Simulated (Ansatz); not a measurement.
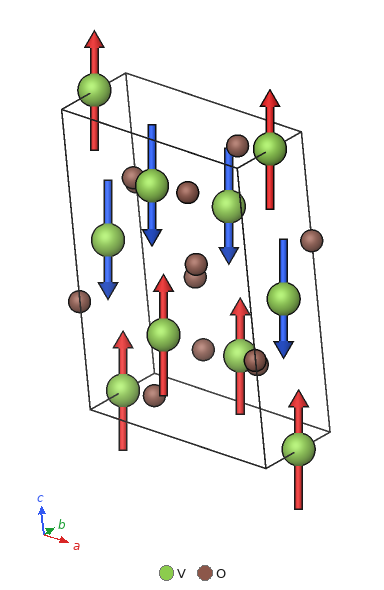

This spheres-only model is shown slightly off an axis. The edges of the simulation cell are marked. Arrows are the site magnetic moments above 0.25 μB (those induced on non-metal atoms are left out); longer means larger, and red and blue are up and down (without spin-orbit coupling the axis itself is arbitrary).

This is the state reached for V3O5. Run with DFT PBEsol, scalar-relativistic, plane waves, PAW (Ansatz 0.2.0) and these settings: a basis cut at 420 eV, k-mesh 8×8×6, Gaussian smearing of 0.1 eV, collinear spins.

What do the arrows say about the order?

Antiferromagnetic (within this cell). Site moments: 3 V +0.9 to +1.0 μB and 3 V −0.9 to −1.0 μB. The net spin moment of the whole cell is 0.0 μB.

The structure comes from a structure listed in the Materials Project. The picture shows the end point of a geometry optimisation with DFT PBEsol, scalar-relativistic, plane waves, PAW (Ansatz 0.2.0).
